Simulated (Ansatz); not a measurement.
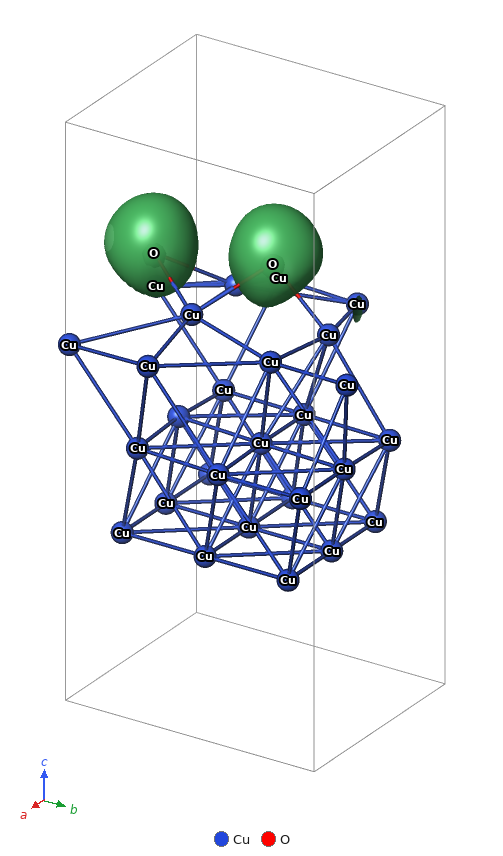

Figure 1: Cu₂₇O₂ (slab). Isosurface of the ELF at 0.55 (green), seen slightly off an axis. Core shells and regions of very low density are left out. Sticks mark near contacts.

The SCF solution may not be the lowest one; the program warned that a starting moment wasn't kept; spin-polarised, but the moments vanished.

Method: DFT PBE, scalar-relativistic, plane waves, PAW in Ansatz 0.2.0.

Core electrons are frozen (PAW), and the valence fields are smoothed inside the atomic spheres.

**Identify the bonds, lone pairs and shells in this picture.**

The ELF exceeds this value in two regions wrapped around O (the valence shell of each), counted in one cell of 29 atoms. Counts are for one cell; the picture repeats the cell along the surface. Along the contacts the grid gives the following. Cu–O (1.80 Å): the ELF peaks at about 0.80 in the valence shell of O, 0.6 Å from its nucleus, and is about 0.25 at the midpoint; no shared electron pair shows on this line. Cu–Cu (2.42 Å): the ELF is about 0.25 at the midpoint; no localised pair shows between them.
